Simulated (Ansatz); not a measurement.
Given this structure:

```xyz
4
Lattice="3.6501 0.0000 0.0000 0.0000 3.7375 0.0000 0.0000 0.0000 5.1582" Properties=species:S:1:pos:R:3 pbc="T T T"
Mg    0.0000    0.0000    0.0000
S     1.8251    1.8687    0.0000
Mg    1.8251    1.8687    2.5791
S     0.0000    0.0000    2.5791
```

**Before looking at a picture, describe the arrangement of atoms.**

The formula is MgS. It belongs to space group Immm (No. 71) and has a body-centred orthorhombic lattice. In the cell are 2 Mg, 2 S, which makes 2 formula units. The polyhedra are MgS6 octahedra; they share corners and edges. Around each Mg lie six S in an octahedral arrangement at 2.58 to 2.61 Å. The S atoms are each bonded to six Mg in an octahedral arrangement at 2.58 to 2.61 Å. The bonds build a three-dimensional framework.

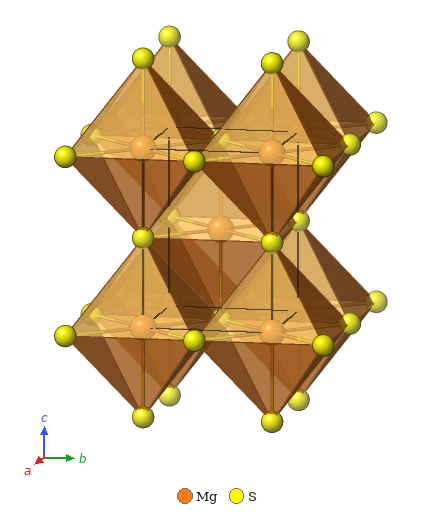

Structure drawing (polyhedral), viewed slightly off an axis. The frame is the conventional unit cell; atoms at its boundary are shown with their periodic copies. Some neighbours outside the box are added.

It goes back to a structure listed in the Materials Project. It was relaxed with DFT PBEsol, scalar-relativistic, plane waves, PAW (Ansatz 0.2.0) under a constraint or pressure on the cell, so some stress remains.
